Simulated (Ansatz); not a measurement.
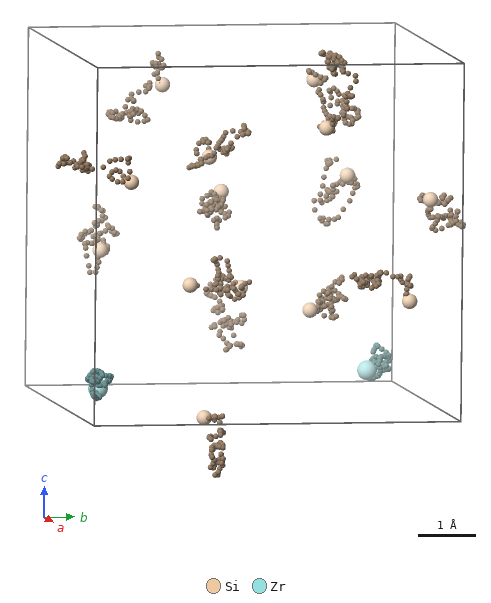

A Born-Oppenheimer molecular dynamics run of an amorphous cell of composition ZrSi$_{7}$ (16 atoms in the cell), 750 fs long. It starts from the last geometry of an earlier run, with fresh velocities. Dots mark each atom's position at evenly spaced times, in the colour of its element; spheres stand at the starting positions. Seen slightly off an axis in the simulation cell.

All numbers below come from DFT PBE, scalar-relativistic, plane waves, PAW in Ansatz. Run with plane-wave cutoff 420 eV; k-point mesh 1 × 1 × 1; Fermi-Dirac smearing 0.087 eV; set temperature 1010 K; time step 3 fs.

Question: How do the atoms move?

Answer: Root-mean-square distances from the starting positions over the second half, with the common drift of all atoms taken out: Si 0.86 Å, Zr 0.46 Å. Against the typical shortest distance between atoms in the first frame, about 2.4 Å these are large excursions, but over 750 fs one can't yet tell strong vibration from the start of diffusion. Bond changes: 18 Si–Si bonds break between 69 fs and 657 fs; 19 Si–Si bonds form between 69 fs and 636 fs.

Limits of the set-up: the periodic images lie only 6.4 Å apart, so the values are limited by the cell's size.

Cost: 2.8 min on 2 threads of Arm Neoverse V2, with other jobs on the host, peak memory 0.4 GiB.
